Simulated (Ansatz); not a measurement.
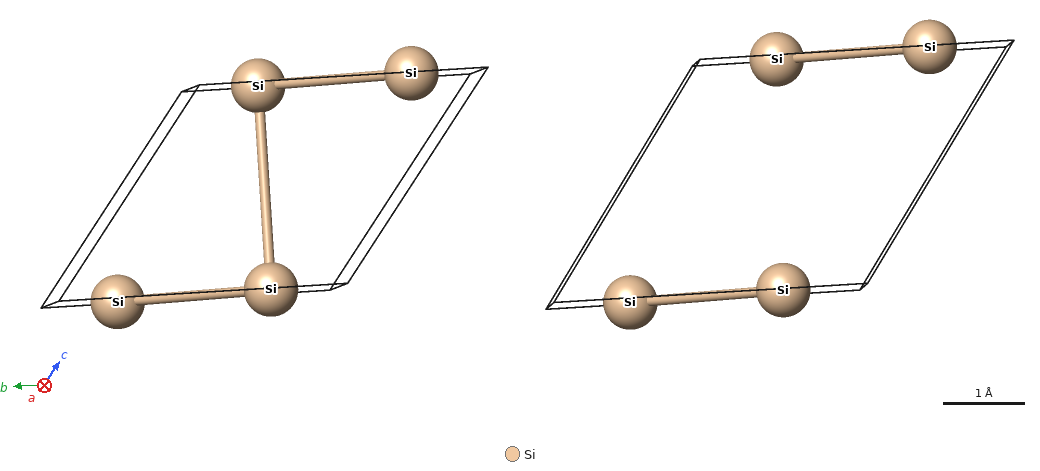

Two geometries of solid Si (a generated structure, set up in I4/mmm) (coarse preliminary run), drawn at one scale. One is the start of a relaxation, the other its converged end. Style: ball-and-stick. Shown: the cell of the calculation, from a free direction.

These are results of DFT PBE, scalar-relativistic, plane waves, PAW in Ansatz 0.2.0, not measurements. Set-up: plane-wave cutoff 420 eV; k-point mesh 6 × 6 × 6; occupations gaussian; smearing width 0.1 eV; no spin polarisation; cell and atoms relaxed; force threshold 0.04 eV/Å; at most 70 steps.

**Which geometry has the lower energy?**

The left one is the relaxed one. After 4 accepted moves (5 points after the start) the energy has fallen by 0.708 eV per cell of the calculation. Largest force component: 0.39 eV/Å at the start, 0.0016 eV/Å at the end. Pressure: −14.27 GPa at the start and −0.15 GPa at the end. At 1 point the geometry stayed and the basis and grid were re-selected for the new cell (energy shift of 0.3 meV per cell of the calculation at most each time). The largest moves relative to the cell, 0.063 Å, are those of Si atoms. The volume changes by −25.3 %, with a = b = c 3.912 → 3.590 Å (−8.2 %), α 117.8° → 120.2°, β 117.8° → 120.2°, γ 93.9° → 89.7°. Among the contacts that change: Si–Si 2.861 → 2.531 Å, Si–Si 2.804 → 2.547 Å, Si–Si 2.539 → 2.546 Å. Within 0.06 Å the space group is I4/mmm at the start and Pm-3m at the end; at a tighter tolerance small leftover displacements or strains of the cell lower it. Cost: 9 s on 1 thread of Arm Neoverse N1, on a shared host, peak memory 0.28 GiB.
